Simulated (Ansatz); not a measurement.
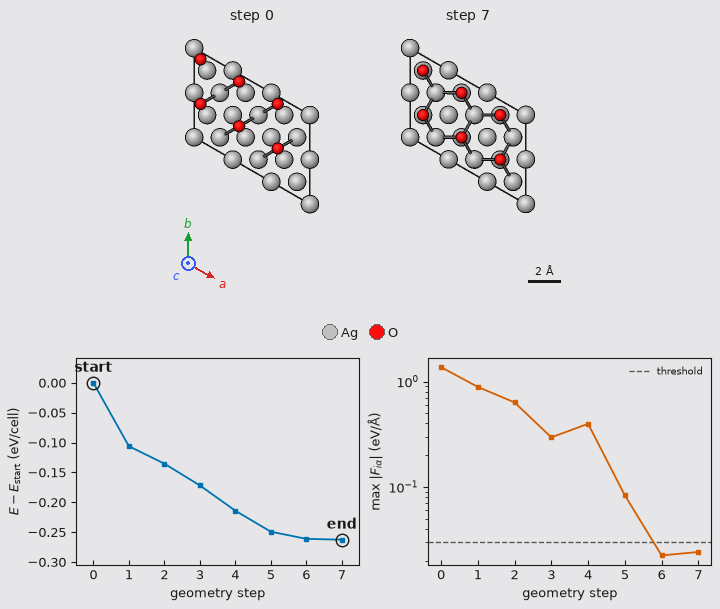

First and last geometry of a constrained relaxation of a slab of composition Ag4O (cut from the Fm-3m phase), with the history of the run. Style: ball-and-stick. Shown: the 3 × 2 repeat of the cell, outlined in the plane, without the vacuum, along the c axis.

Case: O put at a bridge Ag-Ag site. The slab is the (1 1 1) face of Ag with O on it. 2 atoms are held fixed.

These are results of DFT PBEsol, scalar-relativistic, plane waves, PAW (Ansatz), not measurements. (plane-wave cutoff 420 eV; k-point mesh 12 × 12 × 1; occupations gaussian; smearing width 0.1 eV; no spin polarisation; dipole correction; atoms relaxed in a fixed cell; force threshold 0.03 eV/Å; at most 70 steps)

> Did the run converge, and what did it change?

It converged. The energy falls by 0.263 eV per cell of the calculation in 7 geometry steps. Largest force component: 1.4 eV/Å at the start, 0.024 eV/Å at the end. The O atom moves most: 0.87 Å at 72° to the normal (−c side). By element the largest moves are O 0.87 Å, Ag 0.02 Å. The lattice vectors keep their values. Among the contacts that change: Ag–O 2.932 → 2.084 Å, Ag–Ag 2.838 → 2.862 Å, Ag–O 2.119 → 2.100 Å, Ag–Ag 2.848 → 2.835 Å. New bonds form, among them: Ag–O (2.93 → 2.08 Å).

```
step  E − E(0), meV/atom  largest force component, eV/Å
   0                0.00                         1.3675
   1              -21.20                         0.8889
   2              -27.05                         0.6337
   3              -34.33                         0.2955
   4              -42.79                         0.3973
   5              -49.82                         0.0833
   6              -52.20                         0.0225
   7              -52.51                         0.0242
```

Limits of the set-up: the periodic images lie only 2.9 Å apart, so the values are limited by the cell's size.
